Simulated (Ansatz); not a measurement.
SiC: several calculations on one system

Part 1: Relaxation

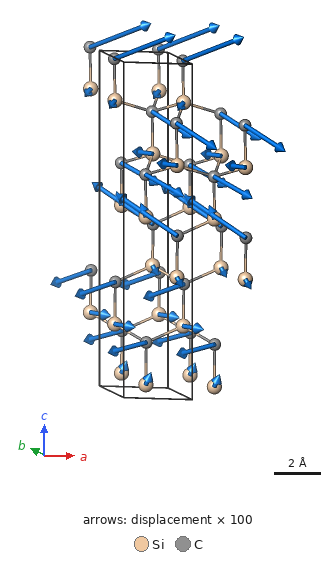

This is a relaxation of a crystal of SiC (set up in Cmc2_1). The starting structure is drawn; blue arrows show the displacements, 100 times their true length.

Style: ball-and-stick. Shown: the cell of the calculation, repeated 2 × 2 × 1 with one cell outlined, slightly off an axis.

Case: the database's cell, atoms relaxed.

All numbers below come from DFT PBE, scalar-relativistic, plane waves, PAW (Ansatz).

The input:
```yaml
crystal:
  lattice:
    - [1.5389, -2.6675, 0.0]
    - [1.5389, 2.6675, 0.0]
    - [0.0, 0.0, 15.1219]
  atoms:
    - { symbol: Si, position: [0.1673, 0.8327, 0.858] }
    - { symbol: Si, position: [0.8327, 0.1673, 0.358] }
    - { symbol: Si, position: [0.5007, 0.4993, 0.5241] }
    - { symbol: Si, position: [0.4993, 0.5007, 0.0241] }
    - { symbol: Si, position: [0.8357, 0.1643, 0.69124] }
    - { symbol: Si, position: [0.1643, 0.8357, 0.19124] }
    - { symbol: C, position: [0.496, 0.504, 0.6503] }
    - { symbol: C, position: [0.504, 0.496, 0.1503] }
    - { symbol: C, position: [0.16, 0.84, 0.9817] }
    - { symbol: C, position: [0.84, 0.16, 0.4817] }
    - { symbol: C, position: [0.829, 0.171, 0.8168] }
    - { symbol: C, position: [0.171, 0.829, 0.3168] }
basis:
  ecutwfc: 420
kpoints:
  mp_grid: { grid: [10, 10, 2] }
hamiltonian:
  xc: pbe
scf:
  occupations: { method: gaussian, width: 0.02 }
output:
  forces: true
  stress: true
  eigenvalues: true
relax:
  adjacent_minimum: "off"
  f_tol: 0.01
  max_steps: 40
```

Run as
```bash
ansatz run input.yaml --threads 2 --pin off --max-ram 5120MiB --backend cpu --events-out ev --progress --plain --runs-dir out
```

Which element moves most?

Answer. Carbon: up to 0.038 Å, against 0.012 Å for silicon.

What happened in the run?

Answer. The energy falls by 67.9 meV per cell of the calculation in 3 accepted moves (4 points after the start). Largest force component: 0.65 eV/Å at the start, 0.0008 eV/Å at the end. 1 step only repeated the SCF at the same geometry. The largest moves, 0.038 Å, are those of C9 and C10. C10 goes in a general direction near [−3 3 1]. By element the largest moves are C 0.038 Å, Si 0.012 Å. The cell doesn't change. Among the contacts that change: Si3–C10 1.920 → 1.887 Å, Si1–C11 1.909 → 1.886 Å, Si5–C7 1.866 → 1.885 Å, Si1–C11 (another image) 1.871 → 1.885 Å. The space group (tolerance 0.01 Å) goes from Cmc2_1 (No. 36) to P6_3mc (No. 186).

Part 2: Relaxation

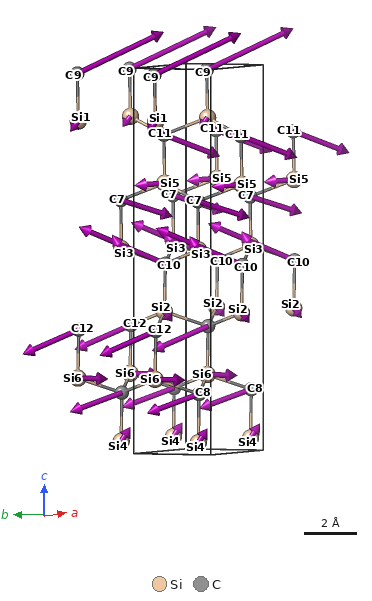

This is a relaxation of a crystal of SiC (set up in Cmc2_1) (coarse preliminary run). The starting structure is drawn; purple arrows show the displacements (the part carried along by the change of the cell is left out), 100 times their true length.

A ball-and-stick model of the cell of the calculation, repeated 2 × 2 × 1 with one cell outlined, seen from a free direction.

These are results of DFT PBE, scalar-relativistic, plane waves, PAW in Ansatz 0.2.0, not measurements. (plane-wave cutoff 420 eV; k-point mesh 8 × 8 × 2; occupations gaussian; smearing width 0.1 eV; no spin polarisation; cell and atoms relaxed; force threshold 0.05 eV/Å; at most 80 steps)

Which element moves most?

Carbon: up to 0.039 Å, against 0.013 Å for silicon.

What did the optimiser do to the structure, and how much energy did it gain?

The energy falls by 86.4 meV per cell of the calculation in 3 accepted moves (4 points after the start). The largest force component goes from 0.65 to 0.013 eV/Å. Pressure: 3.37 GPa at the start and 0.05 GPa at the end. The SCF was repeated once at an unchanged geometry on a basis and grid sized afresh for the cell, which shifted the energy by 3.6 meV per cell of the calculation at most. The largest moves relative to the cell, 0.039 Å, are those of C9 and C10. C10 goes in a general direction near [−3 3 1]. Largest moves by element: C 0.039 Å, Si 0.013 Å. The drawn cell changes as follows: a = b 3.080 → 3.095 Å (+0.5 %), c 15.122 → 15.185 Å (+0.4 %); the volume changes by +1.5 %. Near-neighbour distances that change, for instance: Si1–C9 1.871 → 1.898 Å, Si3–C10 1.920 → 1.896 Å, Si1–C11 1.871 → 1.895 Å, Si5–C7 1.915 → 1.894 Å. The space group (tolerance 0.01 Å) goes from Cmc2_1 (No. 36) to P6_3mc (No. 186). The run took 62 s on 2 threads of AMD EPYC (Zen 3), on a shared host, peak memory 0.49 GiB.

Part 3: A change

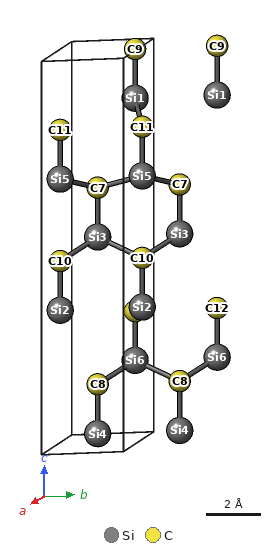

The starting point is solid SiC (set up in P6_3mc). Style: ball-and-stick. Shown: the cell of the calculation, repeated 1 × 2 × 1 with one cell outlined, slightly off an axis.

Level of theory: DFT PBE, scalar-relativistic, plane waves, PAW in Ansatz. Set-up: plane-wave cutoff 420 eV; k-point mesh 12 × 12 × 2; occupations gaussian; smearing width 0.02 eV; no spin polarisation.

Change: The volume is changed by +10.0 %. The atoms are relaxed in that cell.

> Predict the response.

Energy change: +59.4 meV per atom. Pressure: 0.0 GPa before, −16.8 GPa after. The volume changes by +10.0 %, with a = b 3.095 → 3.195 Å (+3.2 %), c 15.186 → 15.679 Å (+3.2 %). No atom moves by more than 0.005 Å relative to the cell. Near-neighbour distances before and after: C–Si 1.896 → 1.955 to 1.966 Å. The space group stays P6_3mc (No. 186).

The changed structure in the same view:

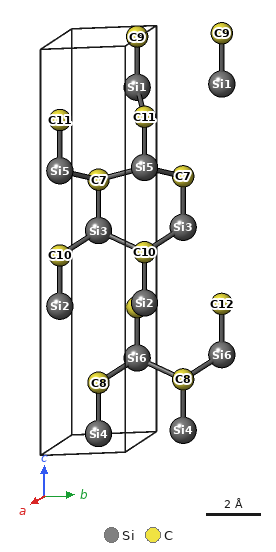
